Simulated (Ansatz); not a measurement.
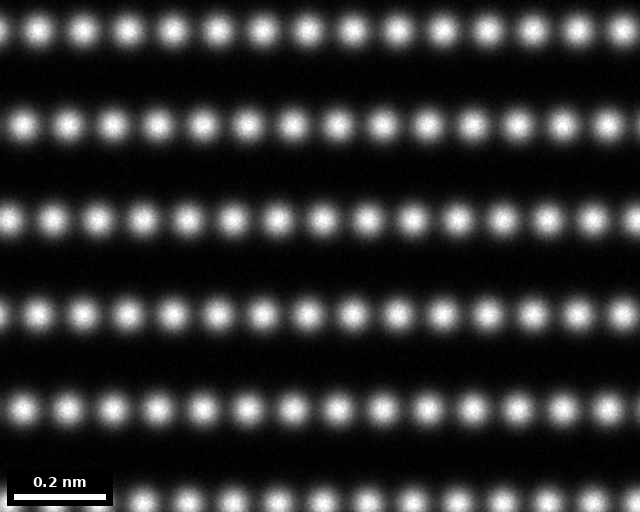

HAADF-like image of a crystal. Simulation: incoherent imaging, intensity Z^1.8 per atom, probe width 0.54 Å, thin sample. The probe carries 15 % of its weight in a tail 2.5 times as wide. Shot noise was added.

What two-dimensional lattice does the image show, and how large is its cell?

The pattern repeats on an oblique net of 1.0 × 2.1 Å with an angle of 99°.

What is the plane group of the image?

p2: twofold rotation points, no mirror or glide lines.

How many columns does the smallest repeating cell hold, and how many levels of brightness?

1 column in the primitive cell of 2.0 Å², all of one brightness.

The crystal is Mo (R-3m, No. 166) seen along [310]. Atomic positions: the end point of a relaxation with Ansatz, DFT PBE, scalar-relativistic, plane waves, PAW; the starting structure was generated, so it need not be a known form of this composition.
